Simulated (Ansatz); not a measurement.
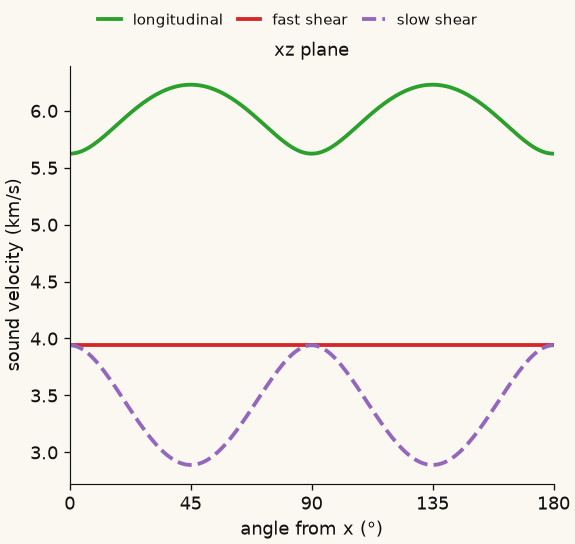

**Figure.** Sound velocities against the direction of travel in the xz plane, from the elastic constants and the density for AlAs, space group F-43m (No. 216) (cell built by us, not taken from a database).

Along x the longitudinal wave runs at 5.62 km/s and the transverse ones at 3.94 and 3.94 km/s, the same along y and z; along x + y they run at 6.23, 3.94 and 2.89 km/s (density 3.68 g/cm³). Over all directions E runs from 81 to 137 GPa, a ratio of 1.69. E is 81 GPa along x, y and z alike, and 137 GPa along the body diagonal x + y + z. The Hill averages are K = 76 GPa and G = 45 GPa, Poisson's ratio 0.25; K/G = 1.69.

Method: elastic stress-strain coefficients at zero temperature from small strains of the given cell, Voigt order xx yy zz yz xz xy, Cartesian axes of the cell vectors; plane waves with PAW datasets, Γ-centred k mesh (Ansatz 0.2.0). Level: HSE06, no spin polarisation.

wave cutoff 420 eV; k mesh 6×6×6; occupations fixed; ions relaxed; strain amplitude 0.002.

The given structure:
```xyz
2
Lattice="0.0000 2.8424 2.8424 2.8424 0.0000 2.8424 2.8424 2.8424 0.0000" Properties=species:S:1:pos:R:3 pbc="T T T"
Al    0.0000    0.0000    0.0000
As    1.4212    1.4212    1.4212
```

Note: coarse k mesh.
